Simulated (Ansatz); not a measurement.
# Mending a single-point calculation on AlNi$_{3}$

System: AlNi$_{3}$ (Fm-3m, 4 atoms in the cell).
Method of the first run: DFT PBEsol, scalar-relativistic, plane waves, PAW, no spin polarisation (Ansatz 0.2.0).

The structure derives from a Materials Project entry. The run did not end well. Text and figures count atoms from 1; the logs count them from 0 in places.

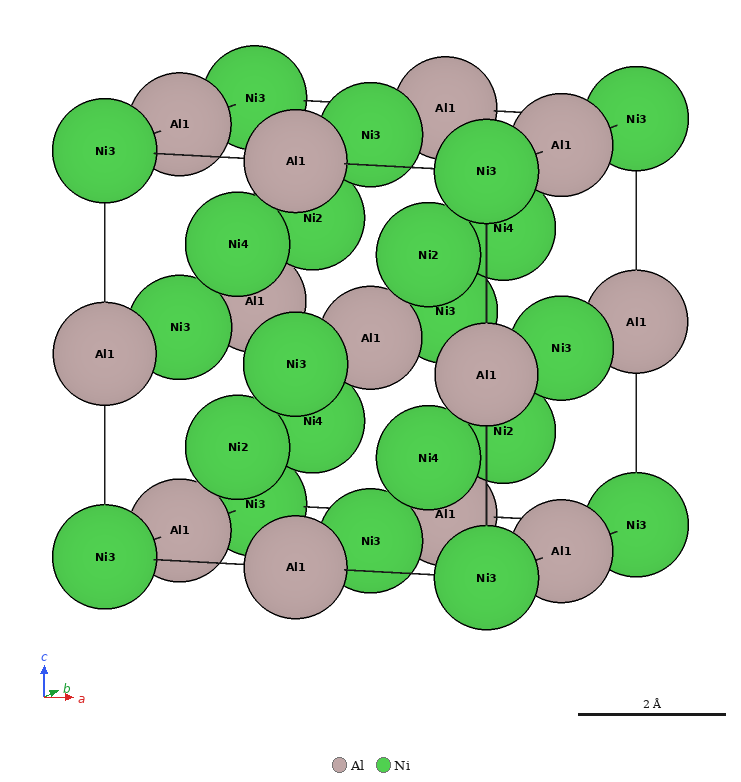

Fig. 1: The structure (spheres-only view of the cell 4 times as large as that of the calculation, set on its symmetry axes, seen slightly off an axis; atoms are numbered from 1 in the order of the input). An atom can appear more than once, as a periodic image.

### Input, the first run
```yaml
crystal:
  lattice:
    - [0.0, 2.8018887551, 2.8018887551]
    - [2.8018887551, 0.0, 2.8018887551]
    - [2.8018887551, 2.8018887551, 0.0]
  atoms:
    - { symbol: Al, position: [0.5, 0.5, 0.5] }
    - { symbol: Ni, position: [0.25, 0.25, 0.25] }
    - { symbol: Ni, position: [0.0, 0.0, 0.0] }
    - { symbol: Ni, position: [0.75, 0.75, 0.75] }
basis:
  ecutwfc: 420
kpoints:
  mp_grid: { grid: [14, 14, 14] }
hamiltonian:
  xc: pbesol
scf:
  occupations: { method: gaussian, width: 0.1 }
  max_iter: 1
output:
  forces: true
  stress: true
  eigenvalues: true
```

Command:
```bash
ansatz run input.yaml --threads 1 --pin off --max-ram 2560MiB --backend cpu --events-out ev --progress --plain --runs-dir out
```

Hardware: 1 thread of Intel Xeon @ 2.70GHz, 189 GiB of memory available, shared host.

### Output, shortened to warnings, some set-up lines, iterations and results (the first run)
```
Error: did not converge after 1 iterations: dr2 = 2.51e-1 (threshold 1.00e-7), under the density mixer `msr1`, which `scf.mixing.algorithm: auto` chose by the deck's other keys (type `scf.mixing.algorithm: msr1` to keep it); raise `scf.max_iter`, which need not help a stalled SCF, or adjust the mixing (`scf.mixing`) or, under a smearing, its width (`scf.occupations.width`, in either direction: …
Basis set: ecut = 420 eV, 869 PW (Γ), exchange–correlation on 54×54×54 points (8 copies of the dense FFT grid, shifted against one another)
Symmetry: 48 space group operations
k-points: 104 of 2744
Initial density: superposition of atomic densities (neutral atoms: chi_scale 0, normalization atom), corrected by the library's trained network
[...]
SCF iter   1: F=—  HF=-17941.036409 eV  |F-HF|=—  |Δ(HF+E_count)|=         —  Δρ=2.95e-2  dr2=2.51e-1  ethr=1.77e-3  ⟨swp⟩=5.2  Hψ=32470  notcnv=0
preconditioner: auto → Kerker (q_TF=auto, 2.849 Å⁻¹)  [metal: Δε(μ)=0.012 eV  Ē_g=7.531 eV  σ=0.100 eV  W_gap=0.07  n_scr=14 (ndim 8)  ℏωp=32.2 eV  f_vac=0.001  D(μ)=2.58/eV (n_scr^D=26)]
[...]
```

Diagnose this run and give a change of the input that cures it.

Answer. The run did not converge: “did not converge after 1 iterations: dr2 = 2.51e-1 (threshold 1.00e-7), under the density mixer `msr1`, which `scf.mixing.algorithm: auto` chose by the deck's other keys (type `scf.mixing.algorithm: msr1` to keep it) …” Its last values are not results.

A run of the same system that converges differs from this input as follows (lines with − go, lines with + come):
```diff
-  mp_grid: { grid: [14, 14, 14] }
+  mp_grid: { grid: [1, 1, 1] }
-  max_iter: 1
```

### Output, shortened to warnings, some set-up lines, iterations and results (the second run)
```
Basis set: ecut = 420 eV, 869 PW (Γ), exchange–correlation on 54×54×54 points (8 copies of the dense FFT grid, shifted against one another)
Symmetry: 48 space group operations
k-points: 1
Initial density: superposition of atomic densities (neutral atoms: chi_scale 0, normalization atom), corrected by the library's trained network
[...]
SCF iter   1: F=—  HF=-17934.655211 eV  |F-HF|=—  |Δ(HF+E_count)|=         —  Δρ=1.00e-1  dr2=3.05e0  ethr=1.77e-3  ⟨swp⟩=7.0  Hψ=128  notcnv=0
SCF iter   2: F=—  HF=-17934.170257 eV  |F-HF|=—  |Δ(HF+E_count)|=   4.85e-1  Δρ=2.32e-2  dr2=1.01e-1  ethr=1.77e-3  ⟨swp⟩=2.0  Hψ=59  notcnv=0
SCF iter   3: F=—  HF=-17934.119382 eV  |F-HF|=—  |Δ(HF+E_count)|=   5.09e-2  Δρ=1.44e-2  dr2=5.68e-2  ethr=1.78e-4  ⟨swp⟩=2.0  Hψ=69  notcnv=0
SCF iter   4: F=—  HF=-17934.108078 eV  |F-HF|=—  |Δ(HF+E_count)|=   1.13e-2  Δρ=2.43e-3  dr2=1.18e-3  ethr=9.97e-5  ⟨swp⟩=2.0  Hψ=56  notcnv=0
SCF iter   5: F=—  HF=-17934.107903 eV  |F-HF|=—  |Δ(HF+E_count)|=   1.75e-4  Δρ=6.49e-4  dr2=9.65e-5  ethr=2.08e-6  ⟨swp⟩=2.0  Hψ=69  notcnv=0
SCF iter   6: F=—  HF=-17934.107900 eV  |F-HF|=—  |Δ(HF+E_count)|=   2.81e-6  Δρ=4.63e-5  dr2=8.19e-7  ethr=1.69e-7  ⟨swp⟩=3.0  Hψ=53  notcnv=0
SCF iter   7: F=-17934.107900 eV  HF=-17934.107900 eV  |F-HF|=6.11e-9  |Δ(HF+E_count)|=   1.08e-7  Δρ=5.58e-6  dr2=1.00e-8  ethr=1.75e-10  ⟨swp⟩=6.0  Hψ=172  notcnv=0
SCF 1 converged in 7 iterations: F = -17934.107900 eV  dr2 = 1.00e-8
SCF converged after 7 iterations
Free energy (F): -17934.107900 eV
Harris-Foulkes:  -17934.107900 eV  (|F-HF|=6.11e-9)
Internal energy: -17934.001897 eV  (E = F + TS)
E sigma→0 (E₀):  -17934.054898 eV
Entropy (-TS):   -0.106003 eV (-26.501 meV/atom)
Fermi energy:    21.900972 eV
--- Per-component energies (eV) ---
  E_band       = -848.019531
  E_kinetic    = 901.087938
  E_local      = -11942.387521  (includes V_loc(G=0)·N_el)
  E_nonlocal   = 1948.889854
  E_hartree    = 5115.795965
  E_xc         = -293.778871
  E_vxc        = -358.460500  (∫ρ·V_xc dr)
  E_paw        = -5269.086579  (= ΣΔE_a)
  E_vpaw       = -1628.747847  (= ΣTr[D̂ρ^β])
  E_aug_tail   = 0.001426  (compensation charges beyond the density's cutoff)
  E_ewald      = -8395.135113
  E_core_change = 0.611006  (= ΣΔE_core)
  E_smearing   = -0.106003  (= −TS)
  E_closure    = 0.000000  (closes the sum)
  Σ components = -17934.107900   (vs F -17934.107900, Δ=0.00e0)
--- Forces (eV/Å), atoms counted from 1 ---
  atom   1  Al    -0.00000000    -0.00000000     0.00000000
  atom   2  Ni    -0.00000000    -0.00000000     0.00000000
  atom   3  Ni    -0.00000000    -0.00000000    -0.00000000
  atom   4  Ni    -0.00000000    -0.00000000     0.00000000
  max |Σ_I F_I| component: 5.25e-24 eV/Å
--- Stress (GPa, compression-positive) ---
        3.239974       0.000000       0.000000
       -0.000000       3.239974       0.000000
       -0.000000      -0.000000       3.239974
  P = ⅓ Tr σ = 3.2400 GPa (32.400 kbar)
```

### The two runs side by side

```tsv
quantity	the first run	the second run
outcome	not converged	converged
free energy per atom (eV)	–	−4483.5270
gap on the mesh (eV)	–	0.00
pressure (GPa)	–	3.24
volume per atom (Å³)	–	11.00
largest force (eV/Å)	–	0.000
SCF iterations	–	7
irreducible k-points	–	1
plane waves at Γ	–	869
wall time (shared host)	2.9 s	0.62 s
```

Notes on the second run: The run has no spin polarisation, so a magnetic state may lie lower. The k-point mesh is coarse for a cell of this size, so the results may not be converged.
